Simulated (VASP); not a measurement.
SiC: space group P6_3mc (No. 186), a = 3.075 Å, b = 3.075 Å, c = 10.067 Å, α = 90.00°, β = 90.00°, γ = 120.00°. Source: the end point of a relaxation with VASP, VASP Kohn-Sham DFT of a periodic cell, PBE with MBD, VASP PAW PBE potentials, recommended. Forms under 0.4 % of the area are left out. Forms are taken in the Laue class: a face and its opposite count as one form.

Question: What shape follows from the Bravais–Friedel–Donnay–Harker rule?

Answer: The forms computed, by share of the surface:

```
 form  faces  d (Å)  share of area (%)
{002}      2  5.034               45.0
{100}      6  2.663               27.5
{101}     12  2.575               27.5
```

Widths along a, b and c stand as 1.00 : 1.00 : 0.46.

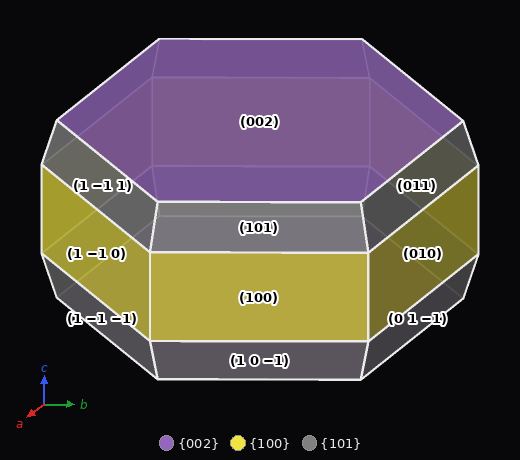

The computed shape, faces indexed. The rule is geometric and ignores bonding and growth conditions.
